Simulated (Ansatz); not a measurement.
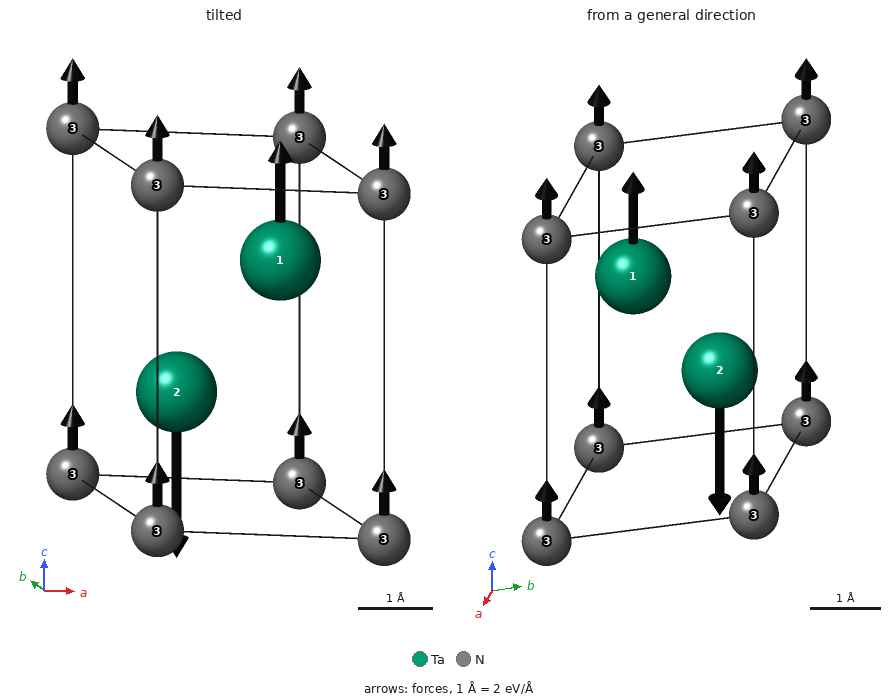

A spheres-only picture of a crystal structure, seen slightly off an axis and from a general direction. The parallelepiped is the simulation cell. The arrows are the computed forces on the atoms.

System: Ta2N. The calculation: DFT PBE, scalar-relativistic, plane waves, PAW (Ansatz), with an energy cutoff of 420 eV, 15×15×8 k-points, Gaussian smearing of 0.1 eV, no spin polarisation.

Q: Is this an equilibrium geometry?

A: No. The atoms still feel forces of up to about 3.7 eV/Å, far above a usual threshold of 0.01 to 0.03 eV/Å.

Q: Which atom feels the largest force?

A: Ta2, about 3.7 eV/Å.

Q: State the average force for each kind of atom.

A: Mean magnitudes: about Ta 3 eV/Å, N 1.3 eV/Å.

The model was built from a structure listed in the Materials Project. The cell was then strained or its atoms displaced on purpose. Ansatz was used for an electronic-structure calculation on it.
